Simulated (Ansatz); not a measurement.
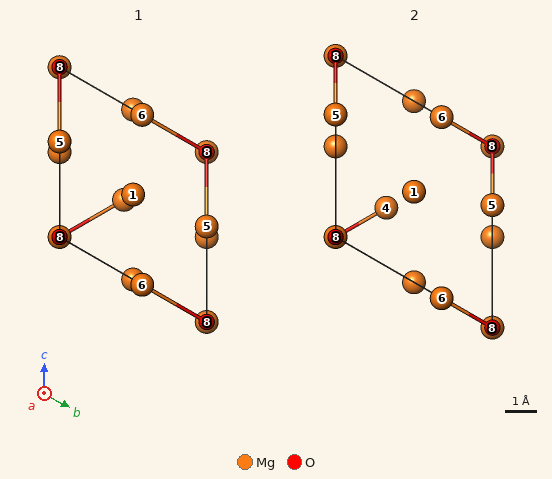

Two geometries of crystalline Mg$_{7}$O (a generated structure, set up in I-43m) (coarse preliminary run), drawn at one scale. One is the start of a relaxation, the other its converged end. A ball-and-stick model of the cell of the calculation, seen along the a axis.

All numbers below come from Ansatz 0.2.0, DFT PBE, scalar-relativistic, plane waves, PAW. (plane-wave cutoff 420 eV; k-point mesh 4 × 4 × 4; occupations gaussian; smearing width 0.1 eV; no spin polarisation; cell and atoms relaxed; force threshold 0.04 eV/Å; at most 70 steps)

> Which geometry has the lower energy?

Structure 2 is the relaxed one. The largest moves relative to the cell, 0.71 Å, are those of Mg atoms. O stays in place. The volume changes by +21.3 %, with a = b = c 5.824 → 6.211 Å (+6.6 %). Near-neighbour distances that change, for instance: Mg–O 2.551 → 2.011 Å, Mg–Mg 2.812 → 2.928 Å. The space group stays I-43m (No. 217). The energy falls by 256 meV per atom in 5 accepted moves (7 points after the start). The largest force component goes from 0.37 to 0.0015 eV/Å. The pressure goes from 3.11 to 0.32 GPa. The line search rejected the trial step at point 4 of the run. The SCF was repeated once at an unchanged geometry on a basis and grid sized afresh for the cell, which shifted the energy by 5.3 meV per atom at most.

Limits of the set-up: layers or molecules are held without a dispersion correction, so their spacing is unreliable.
